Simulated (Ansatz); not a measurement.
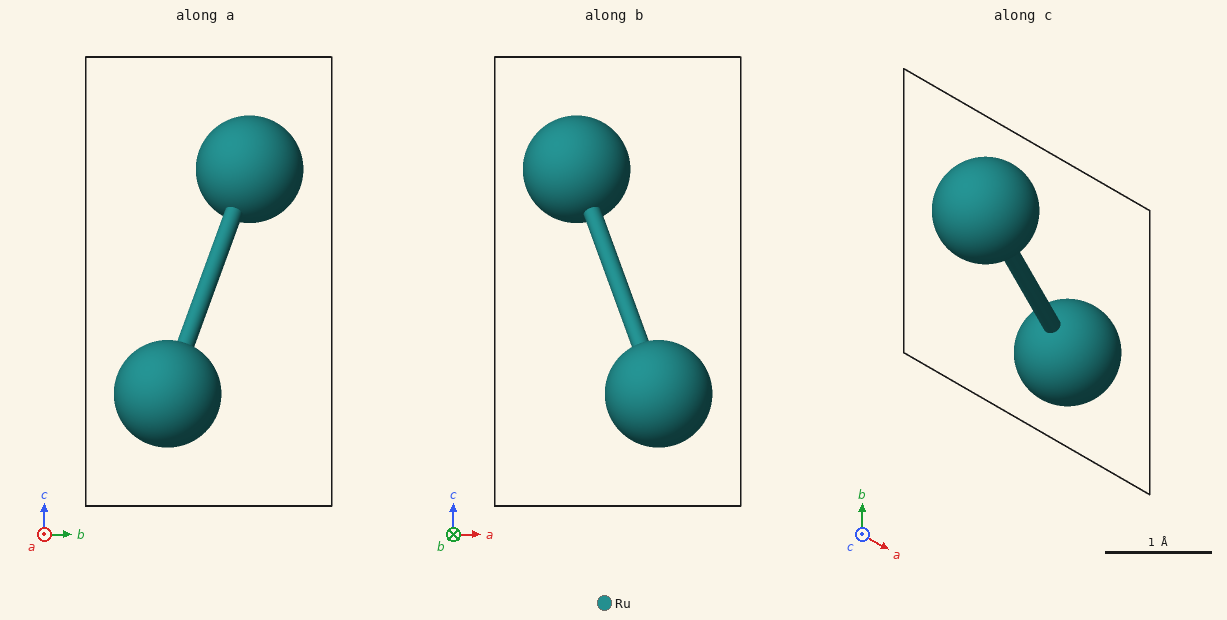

Ball-and-stick representation of a periodic structure, projected along the a axis, along the b axis and along the c axis. The conventional unit cell is outlined; an atom on or near a face, edge or corner is repeated at each equivalent position.

Lattice parameters: a = 2.690 Å, b = 2.690 Å, c = 4.252 Å, α = 90.00°, β = 90.00°, γ = 120.00°.

**Record the structure as a table of Wyckoff sites.**

Space group P6_3/mmc (No. 194).
| atom | site | x | y | z |
| --- | --- | --- | --- | --- |
| Ru | 2d | 0.3333 | 0.6667 | 0.7500 |

The cell started as a structure type filled with this element by a generator (whether the element takes this form wasn't checked). Earlier steps of the study may have refined or changed the cell and positions. It was run through Ansatz as a DFT input.
